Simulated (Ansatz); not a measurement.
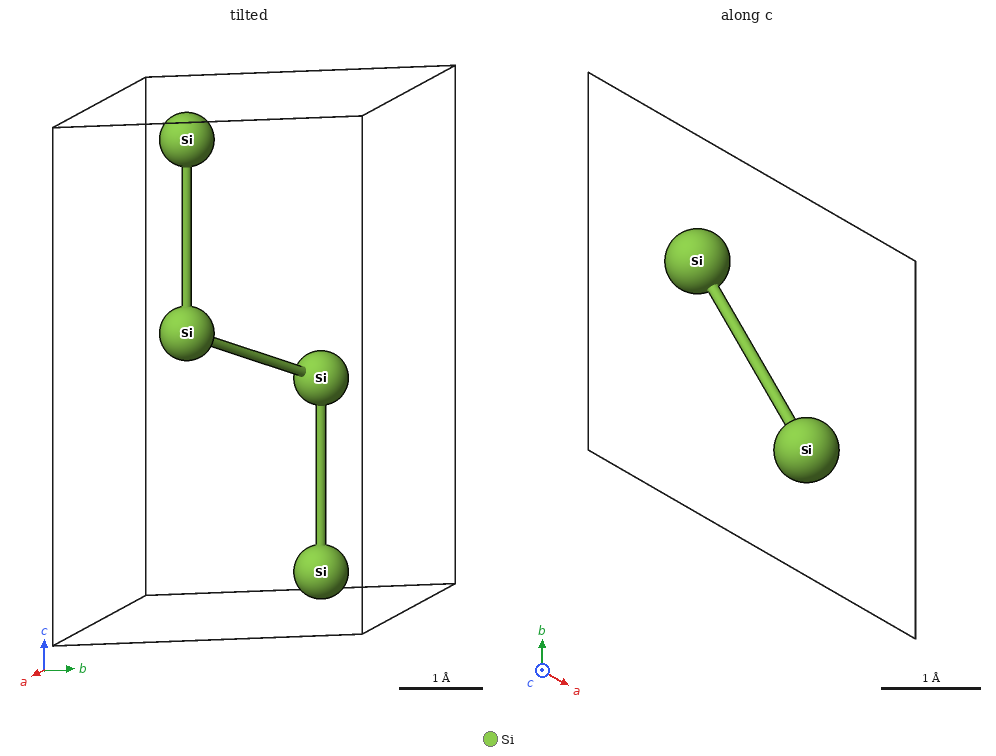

The crystal in a ball-and-stick representation, seen slightly off an axis and along the c axis. The edges of the conventional unit cell are marked.

Describe this structure.

The element is silicon. Space group P6_3/mmc (No. 194), lattice primitive hexagonal. This arrangement goes by the name hexagonal diamond (lonsdaleite type). The cell holds four atoms. About every Si there are four Si in a tetrahedral arrangement at about 2.4 Å. The bonds build a three-dimensional framework.

Provenance: a structure listed in the Materials Project. Earlier steps of the study may have refined or changed the cell and positions. Ansatz was used for an electronic-structure calculation on it.
